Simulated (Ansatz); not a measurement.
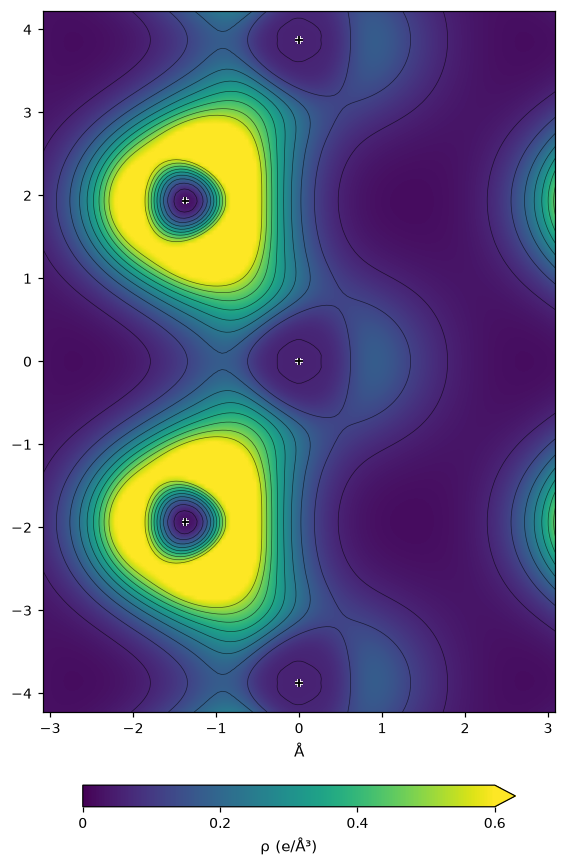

The valence charge density (pseudo) on a plane through atoms (crosses mark nuclei in the plane).

All numbers below come from DFT r2SCAN, scalar-relativistic, plane waves, PAW in Ansatz.

Candidates:
A. AlP, a = 5.48 Å, b = 5.48 Å, c = 5.48 Å, α = 90.00°, β = 90.00°, γ = 90.00°. Space group F-43m.
B. InP, a = 5.86 Å, b = 5.86 Å, c = 5.86 Å, α = 90.00°, β = 90.00°, γ = 90.00°. Space group F-43m.

### Which candidate gave the map?

Candidate A: AlP on the (101) plane of the conventional cell, which holds Al and P. Al–P (2.37 Å): ρ is about 0.52 e/Å³ halfway.
